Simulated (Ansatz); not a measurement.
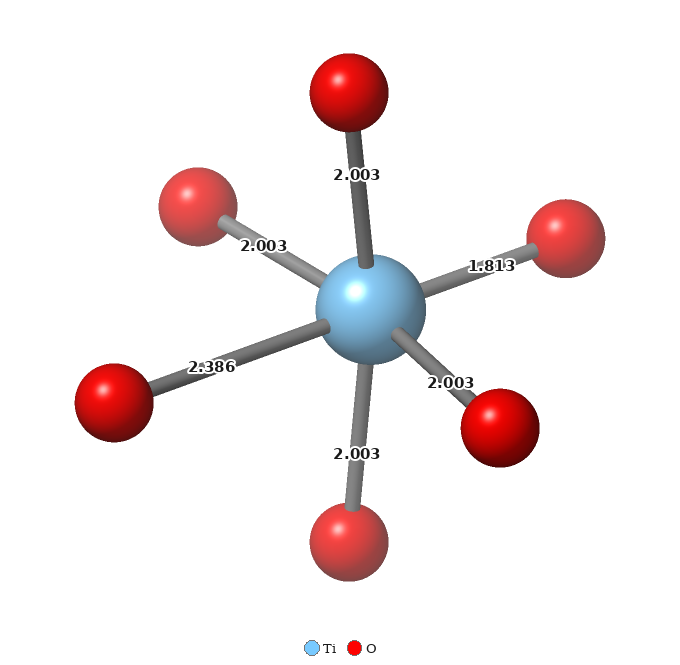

The surroundings of site Ti1 (at 0.500, 0.500, 0.472) in BaTiO$_{3}$ (P4mm), with bond lengths in Å.

Source of the atomic positions: coordinates from a relaxation with DFT, PBE, plane waves, PAW (Ansatz 0.2.0).

```
CELL_PARAMETERS angstrom
3.98611 0.00000 0.00000
0.00000 3.98611 0.00000
0.00000 0.00000 4.19804
ATOMIC_POSITIONS crystal
Ba 0.00000 0.00000 0.98956
Ti 0.50000 0.50000 0.47227
O 0.50000 0.50000 0.04051
O 0.50000 0.00000 0.52033
O 0.00000 0.50000 0.52033
```

Bond valence s = exp((R0 − d)/b), R0 fitted to published crystal structures with b = 0.37 Å; R0 in Å: Ti4+–O 1.801.

Calculate the bond-valence sum of Ti1 from the bonds drawn.

1 × 0.968 + 4 × 0.579 + 1 × 0.206 = 3.49 v.u., against a formal valence of 4: underbonded (bonds long for this ion) by 0.51.

Further R0 (Å): Ba2+–O 2.279.

And over the whole structure?

```tsv
site	x, y, z	formal valence	bond-valence sum	difference
Ba1	0.000, 0.000, 0.990	+2	2.49	0.49
Ti1	0.500, 0.500, 0.472	+4	3.51	-0.49
O1	0.500, 0.500, 0.041	−2	2.09	0.09
O2	0.500, 0.000, 0.520	−2	1.95	-0.05
```

These sums include all anions within 5 Å. The global instability index (root mean square of the differences over all atoms) is 0.31 v.u.: above 0.2, which by the usual rule of thumb marks a strained structure. Cells relaxed with PBE tend to have slightly long bonds, which lowers the sums.
